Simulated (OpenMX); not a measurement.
## ZrSe2: 7 runs along one coordinate

System: ZrSe2 (3 atoms in the cell).
Method: Kohn-Sham DFT of a periodic cell, PBE, OpenMX 2013 PBE set, no spin polarisation (OpenMX 3.8.5).

The 7 runs differ only in the geometry, by an even scaling of the cell at fixed fractional positions. The structure derives from an entry of the Crystallography Open Database.

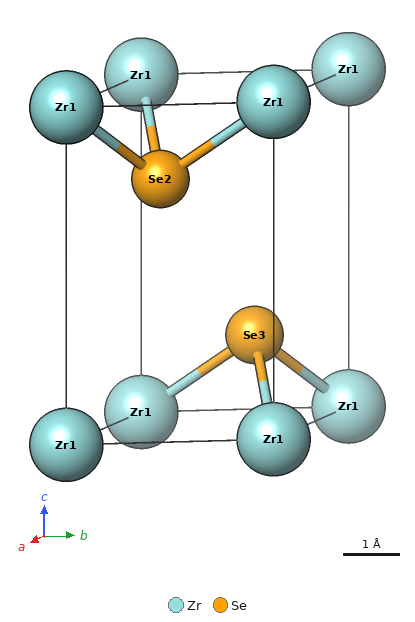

Figure 1. The structure of run 4 (ball-and-stick view of the cell of the calculation, seen slightly off an axis; atoms are numbered from 1 in the order of the input). An atom can appear more than once, as a periodic image.

**Input of run 4**
```
System.CurrrentDirectory             ./
System.Name                          ZrSe2
DATA.PATH                            ./DFT_DATA13
level.of.stdout                      1
level.of.fileout                     0
Species.Number                       2
<Definition.of.Atomic.Species
  Zr  Zr7.0-s3p2d1           Zr_PBE13
  Se  Se7.0-s3p2d1           Se_PBE13
Definition.of.Atomic.Species>

Atoms.Number                         3
Atoms.SpeciesAndCoordinates.Unit     FRAC
<Atoms.SpeciesAndCoordinates
    1  Zr    0.0000000000    0.0000000000    0.0000000000   6.000  6.000
    2  Se    0.6666666667    0.3333333333    0.7500000000   3.000  3.000
    3  Se    0.3333333333    0.6666666667    0.2500000000   3.000  3.000
Atoms.SpeciesAndCoordinates>

Atoms.UnitVectors.Unit               Ang
<Atoms.UnitVectors
     3.7980000000    0.0000000000    0.0000000000
    -1.8990000000    3.2891644836    0.0000000000
     0.0000000000    0.0000000000    6.1920000000
Atoms.UnitVectors>

scf.XcType                           GGA-PBE
scf.SpinPolarization                 off
scf.ElectronicTemperature            580.226
scf.energycutoff                     400.0
scf.maxIter                          100
scf.EigenvalueSolver                 band
scf.Kgrid                            9 9 5
scf.Mixing.Type                      rmm-diisk
scf.Init.Mixing.Weight               0.05
scf.Min.Mixing.Weight                0.001
scf.Max.Mixing.Weight                0.3
scf.Mixing.History                   25
scf.Mixing.StartPulay                8
scf.criterion                        1.0e-8
scf.stress.tensor                    on
MD.Type                              nomd
Band.dispersion                      on
Band.Nkpath                          9
<Band.kpath
    9   0.000000  0.000000  0.000000    0.500000  0.000000  0.000000  G M
    5   0.500000  0.000000  0.000000    0.333333  0.333333  0.000000  M K
   10   0.333333  0.333333  0.000000    0.000000  0.000000  0.000000  K G
    5   0.000000  0.000000  0.000000    0.000000  0.000000  0.500000  G A
    9   0.000000  0.000000  0.500000    0.500000  0.000000  0.500000  A L
    5   0.500000  0.000000  0.500000    0.333333  0.333333  0.500000  L H
   10   0.333333  0.333333  0.500000    0.000000  0.000000  0.500000  H A
    5   0.500000  0.000000  0.500000    0.500000  0.000000  0.000000  L M
    5   0.333333  0.333333  0.000000    0.333333  0.333333  0.500000  K H
Band.kpath>
```

Command:
```bash
openmx ZrSe2.dat -nt 1 > ZrSe2.std
```

Run 2 has the same physical settings and fractional positions; its lattice vectors (Å) are:
```
   3.746669    0.000000    0.000000
  -1.873335    3.244711    0.000000
   0.000000    0.000000    6.108314
```

**Results, with one run withheld**

```csv
run,volume per atom (Å³),"free energy per atom, from the lowest run given (meV)",gap on the mesh (eV)
1,24.237,71.73,0.19
2,24.753,?,?
3,25.268,25.00,0.26
4,25.784,11.25,0.29
5,26.300,3.09,0.32
6,26.815,0.00,0.34
7,27.331,1.50,0.36
```

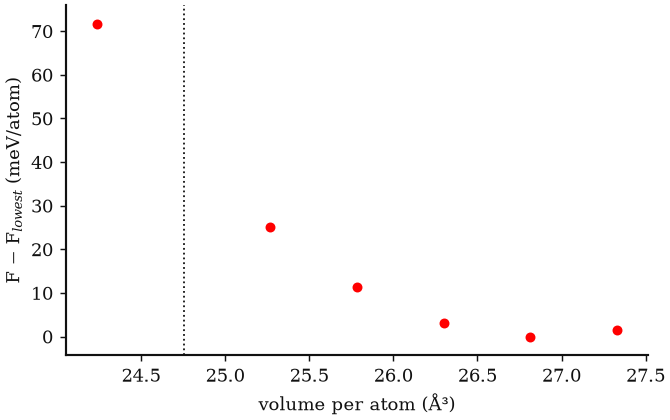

Figure 2. Free energy per atom of the runs given; the dotted line marks run 2.

Estimate the energy of run 2 from the others.

A cubic polynomial in V^(−2/3) (the Birch–Murnaghan form), fitted to the 6 runs given, misses them by at most 0.01 meV per atom. With x = V^(−2/3) − 0.11417 Å⁻², it reads F = 8.5337 + 6193.5 x + 1.1195e+06 x² + 9.4138e+05 x³ (meV per atom). At run 2 it gives 44.92 meV per atom, and the run itself gives 44.97. The fit has its minimum at 26.897 Å³ per atom, where V d²F/dV² gives 73 GPa. Cell shape and fractional positions are held, so this is the stiffness under even scaling; the relaxed bulk modulus wasn't computed and can be far lower in a crystal of layers, chains or molecules like this one. The gap on the mesh goes, without turning, from 0.19 eV in run 1 to 0.36 eV in run 7; run 2 has 0.23 eV. These are gaps of this functional on this mesh, which can miss the band edges; they aren't the measured gap.

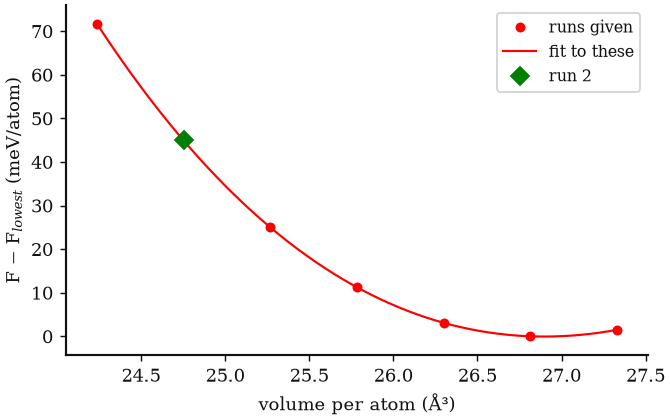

Figure 3. The fit and the withheld run.

**Some lines of the output (run 2)**
```
[...]
  Cell_Volume =    501.117120518074 (Bohr^3)
        Total energy (Hartree) at MD = 1
   kloop=0
   kloop=1
   kloop=202
```

Notes: With a small basis of atomic orbitals these values can differ much from converged plane-wave results.
